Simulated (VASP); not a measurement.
# A VASP study of CdS (Greenockite) (LDA): structure first, properties next, part 5 of 6

What structure does CdS (Greenockite) take at this level, and what are its properties? The start is a cell from a database of measured crystal structures.

VASP 6.6.1, plane waves and PAW; the level of theory is named at each step.

So far, gap on the k-mesh (eV): step 2 (relaxing cell and atoms (LDA)) 1.04; step 3 (second relaxation) 1.05; step 6 (total and projected DOS (LDA)) 1.05; step 7 (independent-particle dielectric function (LDA)) 1.05; step 9 (a semilocal run for the hybrid's start) 1.04.

The database entry behind the starting cell differs from later determinations by our own check (about 0.35 % long), so it need not match the best structure at ambient conditions.

## 10. Bands along the symmetry lines (HSE06)

This step: HSE06; plane waves and PAW (Cd, S) (VASP 6.6.1).

HSE06 mixes in a quarter of exact exchange at short range, at far higher cost; in semiconductors this cures much of the gap error, while metals seldom gain.

INCAR reads:

```
SYSTEM = CdS
PREC = Accurate
ENCUT = 400
EDIFF = 1E-06
NELM = 100
ISMEAR = 0
SIGMA = 0.05
LREAL = .FALSE.
ALGO = Normal
LHFCALC = .TRUE.
AEXX = 0.25
GGA = PE
HFSCREEN = 0.2
LASPH = .TRUE.
NBANDS = 24
PRECFOCK = Fast
LORBIT = 11
LWAVE = .FALSE.
LCHARG = .FALSE.
KPAR = 4
```

POSCAR reads:

```
CdS
1.0
    4.0760154983      0.0000000000      0.0000000000
   -2.0380077491      3.5299329677      0.0000000000
    0.0000000000      0.0000000000      6.6442264195
Cd S
2 2
Direct
    0.3333333333      0.6666666667      0.9995662760
    0.6666666667      0.3333333333      0.4995662760
    0.3333333333      0.6666666667      0.3754337240
    0.6666666667      0.3333333333      0.8754337240
```

KPOINTS reads:

```
Automatic mesh
0
Gamma
4 4 2
0 0 0
```

KPOINTS_OPT reads:

```
Line mode
6
Line-mode
Reciprocal
  0.00000000   0.00000000   0.00000000 GAMMA
  0.50000000   0.00000000   0.00000000 M

  0.50000000   0.00000000   0.00000000 M
  0.33333333   0.33333333   0.00000000 K

  0.33333333   0.33333333   0.00000000 K
  0.00000000   0.00000000   0.00000000 GAMMA

  0.00000000   0.00000000   0.00000000 GAMMA
  0.00000000   0.00000000   0.50000000 A

  0.00000000   0.00000000   0.50000000 A
  0.50000000   0.00000000   0.50000000 L

  0.50000000   0.00000000   0.50000000 L
  0.33333333   0.33333333   0.50000000 H

  0.33333333   0.33333333   0.50000000 H
  0.00000000   0.00000000   0.50000000 A

  0.50000000   0.00000000   0.50000000 L
  0.50000000   0.00000000   0.00000000 M

  0.33333333   0.33333333   0.00000000 K
  0.33333333   0.33333333   0.50000000 H
```

The projector-augmented-wave data sets are Cd and S (LDA family, release 64).

The run starts from files that an earlier step left in the folder.

Launch:

```sh
mpirun -np 4 vasp_std
```

The log of the run:

```text
[banner, memory and clock lines left out]
running    4 mpi-ranks, on    1 nodes
 distrk:  each k-point on    1 cores,    4 groups
 distr:  one band on    1 cores,    1 groups

 POSCAR found type information on POSCAR CdS
 POSCAR found :  2 types and       4 ions
|                                                                             |
|               ----> ADVICE to this user running VASP <----                  |
|                                                                             |
|     You enforced a specific xc type in the INCAR file but a different       |
|     [... a line on the potential file left out ...]
|     I HOPE YOU KNOW WHAT YOU ARE DOING!                                     |
|                                                                             |

 LDA part: xc-table for (Slater+PW92), standard interpolation
 found WAVECAR, reading the header
 POSCAR, INCAR and KPOINTS ok, starting setup
 FFT: planning ... GRIDC
 FFT: planning ... GRID_SOFT
 FFT: planning ... GRID
 reading WAVECAR
 the WAVECAR file was read successfully
 initial charge from wavefunction
 entering main loop
       N       E                     dE             d eps       ncg     rms          rms(c)
DAV:   1    -0.152389122287E+02   -0.15239E+02   -0.24492E+00   416   0.148E+01    0.539E+00
DAV:   2    -0.152197423530E+02    0.19170E-01   -0.20929E-01   424   0.550E+00    0.304E+00
DAV:   3    -0.152051533114E+02    0.14589E-01   -0.35995E-02   472   0.193E+00    0.197E+00
DAV:   4    -0.152034788907E+02    0.16744E-02   -0.60893E-03   448   0.581E-01    0.124E+00
DAV:   5    -0.152032792038E+02    0.19969E-03   -0.77424E-04   456   0.169E-01    0.754E-01
DAV:   6    -0.152031818442E+02    0.97360E-04   -0.59988E-05   456   0.553E-02    0.433E-01
DAV:   7    -0.152031424292E+02    0.39415E-04   -0.18717E-05   456   0.282E-02    0.236E-01
DAV:   8    -0.152031315393E+02    0.10890E-04   -0.84953E-06   440   0.179E-02    0.127E-01
DAV:   9    -0.152031288995E+02    0.26398E-05   -0.30544E-06   448   0.112E-02    0.688E-02
DAV:  10    -0.152031285616E+02    0.33790E-06   -0.12553E-06   344   0.744E-03
   1 F= -.15203129E+02 E0= -.15203129E+02  d E =-.149213E-16
 Start KPOINTS_OPT (optional k-point list driver)
k-point batch [1-8\54]
       N       E                     dE             ncg
DAV:   1     0.599797899872E+03   -0.39742E+04      400
DAV:   2    -0.155677419905E+04   -0.21566E+04      424
DAV:   3    -0.169535380198E+04   -0.13858E+03      448
DAV:   4    -0.169832654998E+04   -0.29727E+01      456
DAV:   5    -0.169836055640E+04   -0.34006E-01      464
DAV:   6    -0.169836118196E+04   -0.62556E-03      456
DAV:   7    -0.169836119838E+04   -0.16426E-04      448
DAV:   8    -0.169836119890E+04   -0.51645E-06      344
[...]
k-point batch [49-54\54]
       N       E                     dE             ncg
DAV:   1     0.240012759056E+04   -0.59929E+04      296
DAV:   2     0.829063830331E+03   -0.15711E+04      296
DAV:   3     0.734281774577E+03   -0.94782E+02      368
DAV:   4     0.732252400887E+03   -0.20294E+01      336
DAV:   5     0.732232028605E+03   -0.20372E-01      336
DAV:   6     0.732231726731E+03   -0.30187E-03      336
DAV:   7     0.732231720194E+03   -0.65369E-05      336
DAV:   8     0.732231720038E+03   -0.15570E-06      240
```

It took 3.5 min on 4 MPI ranks of Intel Xeon 6975P-C (Granite Rapids), shared host; peak memory 1.2 GiB.

Parts of OUTCAR (step 10):

```text
   k-points           NKPTS =      8   k-points in BZ     NKDIM =     32   number of bands    NBANDS=     24

   NELECT =      36.0000    total number of electrons

  exchange ACFDT corr.  =         0.00000000  see jH, gK, PRB 81, 115126

 E-fermi :   1.3370

 k-point     1 :       0.0000    0.0000    0.0000
  band No.  band energies     occupation
    ...
     14       0.1779      2.00000
     15       0.1779      2.00000
     16       0.9977      2.00000
     17       1.0524      2.00000
     18       1.0524      2.00000
     19       3.4321      0.00000
     20       5.0376      0.00000
     21       8.7044      0.00000
     22       8.7044      0.00000
     23       8.9955      0.00000
    ...

 POSITION                                       TOTAL-FORCE (eV/Angst)
 -----------------------------------------------------------------------------------
     -0.00000      2.35329      6.64134         0.000000     -0.000000      0.004752
      2.03801      1.17664      3.31923        -0.000000      0.000000      0.004752
     -0.00000      2.35329      2.49447        -0.000000      0.000000     -0.004752
      2.03801      1.17664      5.81658         0.000000     -0.000000     -0.004752
 -----------------------------------------------------------------------------------
    total drift:                               -0.000040      0.000013      0.000033

  FREE ENERGIE OF THE ION-ELECTRON SYSTEM (eV)
  ---------------------------------------------------
  free  energy   TOTEN  =       -15.2031285616 eV

  energy  without entropy=      -15.2031285616  energy(sigma->0) =      -15.20312856

[... 8 parts as in an earlier step ...]

[... 8 further parts left out ...]
```

The k-mesh is coarse for exact exchange; levels may shift by about 0.1 eV on a finer one. The PAW data sets were made with LDA, a small mismatch for this functional.

This step gave:

| Property | Result |
| --- | --- |
| SCF cycles | 10 |
| free energy (TOTEN) | -15.20 eV |
| Fermi energy | 1.337 eV |
| least gap on mesh and path | 2.379 eV |
| least direct gap on mesh and path | 2.380 eV |

Electronic bands along the path, in eV, zero at the valence-band top; v1 is the highest filled band, c1 the lowest empty one:

```
    point     v4     v3     v2     v1    c1    c2    c3    c4
        Γ  -0.87  -0.05   0.00   0.00  2.38  3.99  7.65  7.65
        M  -3.02  -2.16  -1.49  -0.87  4.94  4.98  6.07  7.87
        K  -3.55  -2.13  -2.13  -1.90  5.49  6.61  6.61  8.33
        Γ  -0.87  -0.05   0.00   0.00  2.38  3.99  7.65  7.65
        A  -0.45  -0.45  -0.45  -0.45  4.07  4.07  7.40  7.40
        L  -1.55  -1.55  -1.53  -1.53  4.55  4.55  6.53  6.53
        H  -2.79  -2.79  -1.30  -1.30  5.63  5.63  7.14  7.14
        A  -0.45  -0.45  -0.45  -0.45  4.07  4.07  7.40  7.41
jump to L  -1.55  -1.55  -1.53  -1.53  4.55  4.55  6.53  6.53
        M  -3.02  -2.16  -1.49  -0.87  4.94  4.98  6.07  7.87
jump to K  -3.55  -2.13  -2.13  -1.90  5.49  6.61  6.61  8.33
        H  -2.79  -2.79  -1.30  -1.30  5.63  5.63  7.14  7.14
```

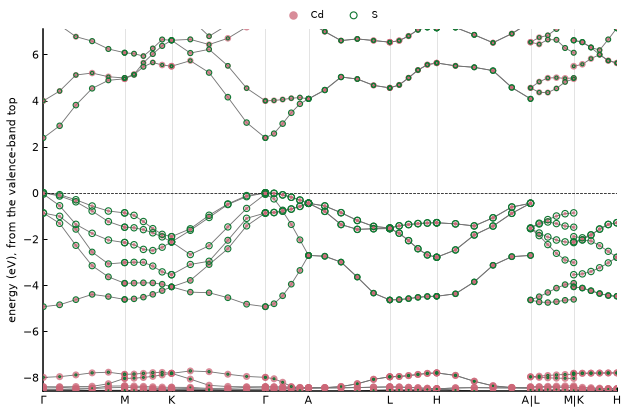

Electronic bands along the path; dots are coloured as in the legend, and their area grows with the weight.

The gap moves by +1.33 eV against LDA, which ran on another mesh.

## 11. Band structure (TB-mBJ)

This step: TB-mBJ; plane waves and PAW (Cd, S) (VASP 6.6.1).

The mesh alone shows little of the dispersion and can miss band extrema, so KPOINTS_OPT adds a path through the symmetry points after the self-consistent cycle. TB-mBJ is a local potential fitted to gaps: it costs far less than a hybrid but gives no energy.

INCAR reads:

```
SYSTEM = CdS
PREC = Accurate
ENCUT = 400
EDIFF = 1E-06
NELM = 150
ISMEAR = 0
SIGMA = 0.05
LREAL = .FALSE.
ALGO = Normal
METAGGA = MBJ
LASPH = .TRUE.
NBANDS = 32
LORBIT = 11
LWAVE = .FALSE.
LCHARG = .FALSE.
KPAR = 4
```

POSCAR is that of step 10.

KPOINTS reads:

```
Automatic mesh
0
Gamma
6 6 4
0 0 0
```

KPOINTS_OPT, as its differences from that of step 10:

```diff
@@ -1,3 +1,3 @@
 Line mode
-6
+16
 Line-mode
```

Launch:

```sh
mpirun -np 4 vasp_std
```

The log of the run:

```text
[banner, memory and clock lines left out]
running    4 mpi-ranks, on    1 nodes
[...]
[... a notice as in an earlier step ...]

 LDA part: xc-table for (None), standard interpolation
 POSCAR, INCAR and KPOINTS ok, starting setup
[...]
entering main loop
       N       E                     dE             d eps       ncg     rms          rms(c)
DAV:   1     0.820328215150E+02    0.82033E+02   -0.14947E+04  1352   0.846E+02
DAV:   2    -0.142318624112E+03   -0.22435E+03   -0.21463E+03  1520   0.256E+02
DAV:   3    -0.152495231650E+03   -0.10177E+02   -0.10129E+02  1648   0.569E+01
DAV:   4    -0.152559268456E+03   -0.64037E-01   -0.64029E-01  1488   0.446E+00
[...]
DAV:   8    -0.148918949973E+03    0.43279E+01   -0.58968E+00  1424   0.195E+01    0.164E+01
DAV:   9    -0.148287574082E+03    0.63138E+00   -0.10673E+00  1576   0.584E+00    0.189E+01
DAV:  10    -0.149680530992E+03   -0.13930E+01   -0.83172E-01  1472   0.506E+00    0.187E+01
[... 130 further cycles ...]
DAV: 141    -0.100386733836E+03    0.50595E+01   -0.36570E+01  1576   0.111E+02    0.175E+01
DAV: 142    -0.981597861694E+02    0.22269E+01   -0.49134E+01  1432   0.249E+02    0.149E+01
DAV: 143    -0.102201689163E+03   -0.40419E+01   -0.19142E+01  1352   0.362E+01    0.222E+01
DAV: 144    -0.991905176311E+02    0.30112E+01   -0.38834E+01  1344   0.159E+02    0.238E+01
[...]
DAV: 148    -0.100919514965E+03    0.72848E+00   -0.53172E+01  1368   0.220E+02    0.256E+01
DAV: 149    -0.103776341869E+03   -0.28568E+01   -0.15680E+01  2008   0.415E+01    0.291E+01
DAV: 150    -0.104011426063E+03   -0.23508E+00   -0.96720E+00  1976   0.452E+01
|                                                                             |
|           W    W    AA    RRRRR   N    N  II  N    N   GGGG   !!!           |
|           W    W   A  A   R    R  NN   N  II  NN   N  G    G  !!!           |
|           W    W  A    A  R    R  N N  N  II  N N  N  G       !!!           |
|           W WW W  AAAAAA  RRRRR   N  N N  II  N  N N  G  GGG   !            |
|           WW  WW  A    A  R   R   N   NN  II  N   NN  G    G                |
|           W    W  A    A  R    R  N    N  II  N    N   GGGG   !!!           |
|                                                                             |
|     The electronic self-consistency was not achieved in the given           |
|     number of steps (NELM). The forces and other quantities evaluated       |
|     might not be reliable so examine the results carefully. If you find     |
|     spurious results, we suggest increasing NELM, if you were close to      |
|     convergence or switching to a different ALGO or adjusting the           |
|     density mixing parameters otherwise.                                    |
|                                                                             |

   1 F= -.10401143E+03 E0= -.10401143E+03  d E =-.198894E-21
 Start KPOINTS_OPT (optional k-point list driver)
k-point batch [1-21\144]
       N       E                     dE             ncg
DAV:   1     0.873271406046E+04   -0.32114E+04     2208
DAV:   2     0.222398637273E+04   -0.65087E+04     2144
DAV:   3     0.179939748743E+04   -0.42459E+03     2376
DAV:   4     0.178218677813E+04   -0.17211E+02     2192
[...]
DAV:  10     0.178049844744E+04   -0.57882E-05     1736
DAV:  11     0.178049844631E+04   -0.11353E-05     1536
DAV:  12     0.178049844597E+04   -0.33938E-06     1384
[...]
k-point batch [127-144\144]
       N       E                     dE             ncg
DAV:   1     0.101788872470E+05   -0.11639E+05     1904
DAV:   2     0.481703959239E+04   -0.53618E+04     1832
DAV:   3     0.445878584961E+04   -0.35825E+03     2088
DAV:   4     0.444558108823E+04   -0.13205E+02     1904
[...]
DAV:   9     0.444447571847E+04   -0.32892E-04     2096
DAV:  10     0.444447571584E+04   -0.26254E-05     1520
DAV:  11     0.444447571563E+04   -0.21070E-06     1400
```

Wall time 2.1 min (4 MPI ranks); peak memory 0.92 GiB.

Parts of OUTCAR (step 11):

```text
 k-point     1 :       0.0000    0.0000    0.0000
  band No.  band energies     occupation
    ...
     14       7.1330      2.00000
     15       7.1484      2.00000
     16       7.3834      2.00000
     17       7.4653      2.00000
     18       7.4834      2.00000
     19      17.2855      0.00000
     20      18.8619      0.00000
     21      20.4764      0.00000
     22      20.7121      0.00000
     23      20.7408      0.00000
    ...

  Total      -56.7370749    -56.7370749    -65.6992920     -0.0000000     -0.0000000      0.0000000
  in kB     -950.8911718   -950.8911718  -1101.0944238     -0.0000000     -0.0000000      0.0000000
  external PRESSURE =   -1000.9589225 kB  Pullay stress =       0.0000000 kB

 POSITION                                       TOTAL-FORCE (eV/Angst)
 -----------------------------------------------------------------------------------
     -0.00000      2.35329      6.64134        -0.000000     -0.000000     -3.401143
      2.03801      1.17664      3.31923         0.000000     -0.000000     -3.401143
     -0.00000      2.35329      2.49447         0.000000      0.000000      3.401143
      2.03801      1.17664      5.81658         0.000000     -0.000000      3.401143
 -----------------------------------------------------------------------------------
    total drift:                                0.000005      0.000009    -14.128659

  FREE ENERGIE OF THE ION-ELECTRON SYSTEM (eV)
  ---------------------------------------------------
  free  energy   TOTEN  =      -104.0114260633 eV

  energy  without entropy=     -104.0114260633  energy(sigma->0) =     -104.01142606

[... 9 parts as in an earlier step ...]

[... 10 further parts left out ...]
[key lines of the parts left out:]
E-fermi :   7.8052
```

EDIFF was not reached within NELM cycles, so the run counts as unconverged.

(Part 5 of 6 ends here.)

[Lines on the potential files, build, host, timing and source positions are cut from VASP's logs without a mark.]

[Logs are printed without paths, hosts, clocks, repeated set-up lines and the standing remarks that a program may print on its own settings, such as how far it seeks lower states.]

[Hosts, paths, dates, database ids (printed as entryN), source tags and the programs' standing remarks are cut or masked in the printed files.]

[A measured line is paired with the nearest computed mode of its activity, which favours agreement.]
